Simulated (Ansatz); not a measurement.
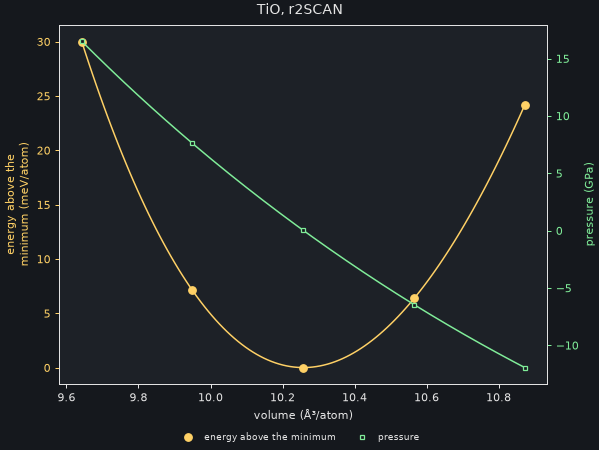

Plotted: energy above the minimum and pressure against volume for TiO, space group P-62m (No. 189).

Structure:
```
CELL_PARAMETERS angstrom
4.98012 0.00000 0.00000
-2.49006 4.31291 0.00000
0.00000 0.00000 2.86542
ATOMIC_POSITIONS crystal
Ti 0.66667 0.33333 0.50000
Ti 0.33333 0.66667 0.50000
Ti 0.00000 0.00000 0.00000
O 0.60577 0.60577 0.00000
O 0.39423 0.00000 0.00000
O 0.00000 0.39423 0.00000
```

Computed with Ansatz 0.2.0: third-order Birch-Murnaghan fit to density functional energies at scaled volumes of the given relaxed cell, shape and atoms relaxed at each volume; energies count from the fitted minimum; plane waves with PAW datasets, Γ-centred k mesh. Level: r2SCAN, no spin polarisation.

```tsv
setting	value
wave cutoff	500 eV
k mesh	12×12×12
occupations	Gaussian
smearing width	0.1 eV
```

Q: Give the fitted equation-of-state parameters.

A: A third-order Birch–Murnaghan fit gives V0 = 10.26 Å³/atom, B0 = 233 GPa and B′ = 4.4.

Q: Read off the course of the pressure.

A: It falls from 16.52 GPa at volume 9.642 Å³/atom to −11.95 GPa at 10.873 Å³/atom, and changes sign near 10.26 Å³/atom.

Note: no spin polarisation, a magnetic state may lie lower.
